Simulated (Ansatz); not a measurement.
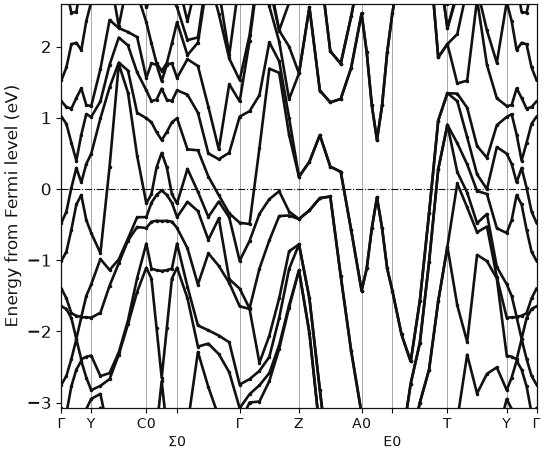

Band structure. Energies are counted from the Fermi level. The path runs straight from each named point to the next. The path has few k points, so lines between them are rough.

System: SiGe2, space group Cmcm (No. 63), 6 atoms in the cell, a structure borrowed from another compound.

```yaml
crystal:
  lattice:
    - [3.73060, 0.00000, 0.00000]
    - [1.86530, -7.37150, 0.00000]
    - [0.00000, 0.00000, -3.70234]
  atoms:
    - { symbol: Ge, position: [0.75000, 0.50000, 0.75000] }
    - { symbol: Ge, position: [0.25000, 0.50000, 0.25000] }
    - { symbol: Si, position: [0.10600, 0.78800, 0.75000] }
    - { symbol: Si, position: [0.89400, 0.21200, 0.25000] }
    - { symbol: Ge, position: [0.44100, 0.11800, 0.75000] }
    - { symbol: Ge, position: [0.55900, 0.88200, 0.25000] }
```

Ansatz 0.2.0; DFT with PBEsol, PAW plane waves, no spin polarisation, 8×8×8 k mesh, Fermi-Dirac smearing of 0.1 eV.

Q: Is there a gap at the Fermi level?

A: A metal: bands cross the Fermi level along this path.

Q: Which levels at T lie nearest to the Fermi level?

A: At T the nearest levels lie 0.81 eV below and 0.90 eV above the Fermi level.

The structure was built from a prototype or by substitution, so it need not be a known phase. The atoms aren't at rest in this cell (largest force 0.9 eV/Å), so the relaxed material can differ.
